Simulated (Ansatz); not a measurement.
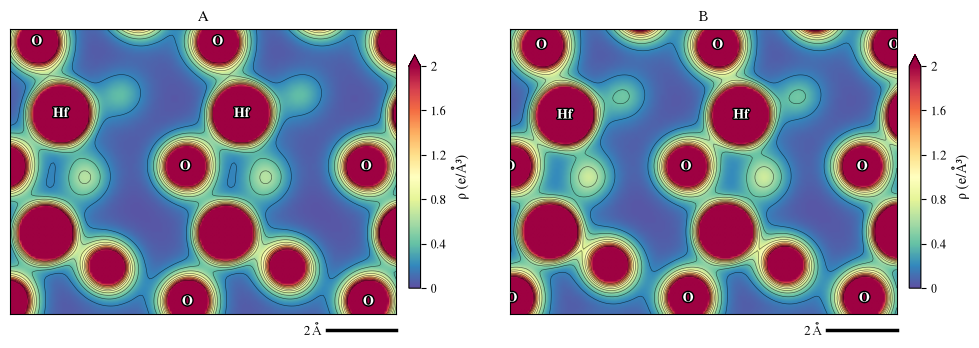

HfO2. The valence electron density of two cells that differ in size, on the (011) plane of each (indices in the axes of the calculation cell), at one length scale and on one colour scale; one has 11.1 and the other 12.0 Å³ an atom.

Theory: Kohn-Sham DFT of a periodic cell, LDA, spin-orbit coupling, Ansatz PAW in Ansatz 0.2.0.

The larger cell:

```
Hf O
1.0
     5.18535    0.00000    0.00000
     0.00000    5.25394    0.00000
    -0.86996    0.00000    5.28248
Hf O
4 8
Direct
  0.27550 0.46030 0.70800
  0.72450 0.96030 0.79200
  0.72450 0.53970 0.29200
  0.27550 0.03970 0.20800
  0.07420 0.16840 0.84670
  0.92580 0.66840 0.65330
  0.92580 0.83160 0.15330
  0.07420 0.33160 0.34670
  0.44870 0.74190 0.98010
  0.55130 0.24190 0.51990
  0.55130 0.25810 0.01990
  0.44870 0.75810 0.48010
```

The smaller cell: a = 5.049 Å, b = 5.116 Å, c = 5.213 Å, α = 90.00°, β = 99.35°, γ = 90.00°.

> Which panel shows the smaller cell, and what does the compression change?

Panel B is the smaller cell, by 8 % in volume. From the larger cell to the smaller, Hf–O goes from 2.17 to 2.11 Å, and the density at its midpoint from 0.62 to 0.72 e/Å³; the pressure goes from −16 to 2.2 GPa; the Kohn–Sham gap goes from 3.9 eV to 4.1 eV.
